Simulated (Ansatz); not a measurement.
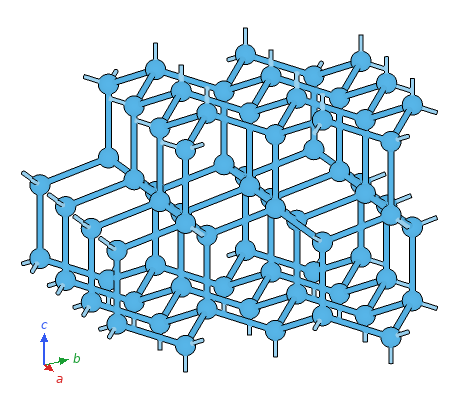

The net above was derived from one of the structures below (computed or model cells, partly hypothetical) by pruning terminal atoms and folding two-connected atoms into edges (only the bonds listed count; of a layer or chain structure one layer or chain is shown).

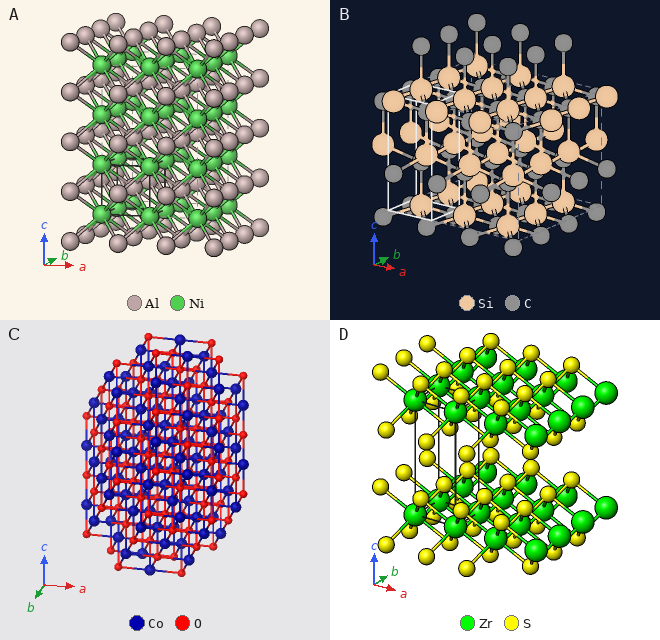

A: AlNi (bonds: Al–Ni below 2.8 Å)
B: SiC (bonds: C–Si below 2.1 Å)
C: CoO (bonds: Co–O below 2.4 Å)
D: ZrS₂ (bonds: S–Zr below 2.9 Å)
All are geometries used in or obtained from electronic-structure calculations.

**Which structure gives this net?**

B, SiC: a uninodal 4-connected, three-periodic net; Si and C are 4-connected nodes. It is the lon net, known from lonsdaleite, wurtzite and tridymite. The others give a uninodal 8-connected, three-periodic net (A), a uninodal 6-connected, three-periodic net (C) and a binodal (3,6)-connected, two-periodic (layers) net (D).
